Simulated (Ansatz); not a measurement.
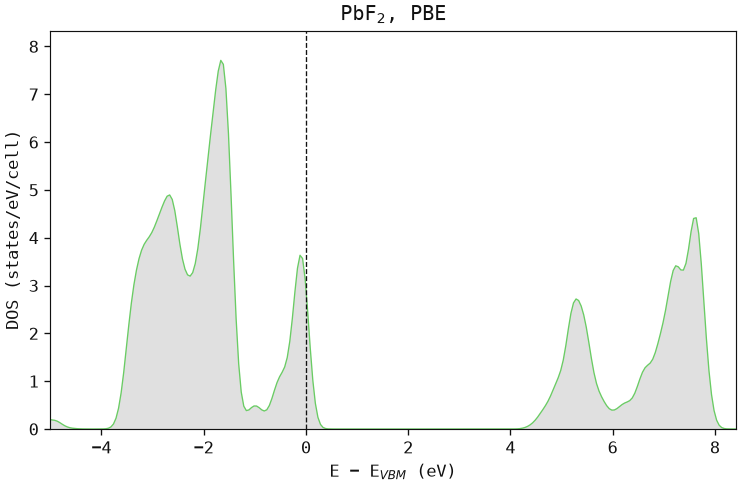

Describe the figure.

Density of states of PbF$_{2}$, space group Fm-3m (No. 225), 3 atoms in the cell, hydrostatic strain +1.2%. Ansatz 0.2.0; DFT, PBE, plane waves, PAW, no spin polarisation, 8×8×8 k mesh, Fermi-Dirac smearing of 0.02 eV. Energies are counted from the top of the valence band. The curve is built from the levels of the k mesh with Gaussians 0.3 eV wide, which also blur the band edges.

There is a gap; over the k points computed it is 4.42 eV (indirect; the smallest direct gap is 4.57 eV). The upper group of valence states starts about 3.6 eV under the valence-band top, with a gap beneath it; it holds about 12 electrons a cell. Within the window shown, the tallest peak of the filled states lies 1.7 eV under the valence-band top, at about 7.7 states per eV and cell.

Spin-orbit coupling is left out, which matters for Pb.
